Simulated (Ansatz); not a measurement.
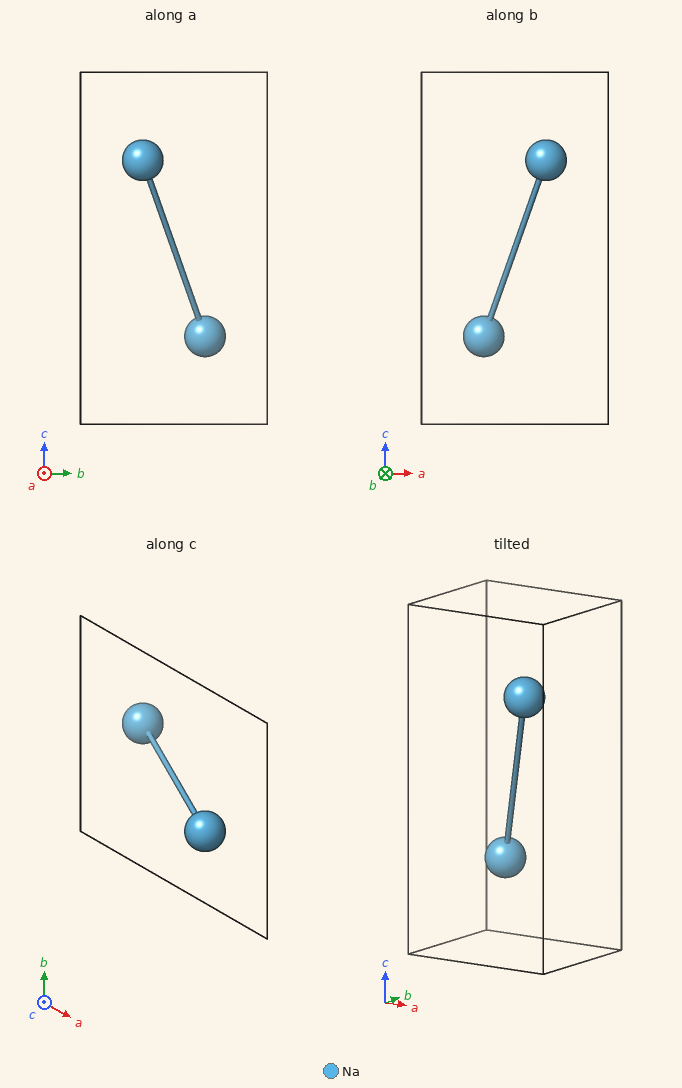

The image is a ball-and-stick drawing of a crystal, viewed along the a axis, along the b axis, along the c axis and slightly off an axis. The edges of the conventional unit cell are marked.

Lattice parameters: a = 3.7201 Å, b = 3.7201 Å, c = 6.0747 Å, α = 90.000°, β = 90.000°, γ = 120.000°.

> Turn the picture into a CIF with its space group and independent sites.

```cif
data_structure
_symmetry_space_group_name_H-M 'P 63/m m c'
_symmetry_Int_Tables_number 194
_cell_length_a 3.7201
_cell_length_b 3.7201
_cell_length_c 6.0747
_cell_angle_alpha 90.000
_cell_angle_beta 90.000
_cell_angle_gamma 120.000
_cell_volume 72.80
loop_
_atom_site_label
_atom_site_type_symbol
_atom_site_symmetry_multiplicity
_atom_site_Wyckoff_symbol
_atom_site_fract_x
_atom_site_fract_y
_atom_site_fract_z
_atom_site_occupancy
Na1 Na 2 c 0.3333 0.6667 0.2500 1
```

Origin of the cell: a structure type filled with this element by a generator (whether the element takes this form wasn't checked). Earlier steps of the study may have refined or changed the cell and positions. Ansatz was used for an electronic-structure calculation on it.
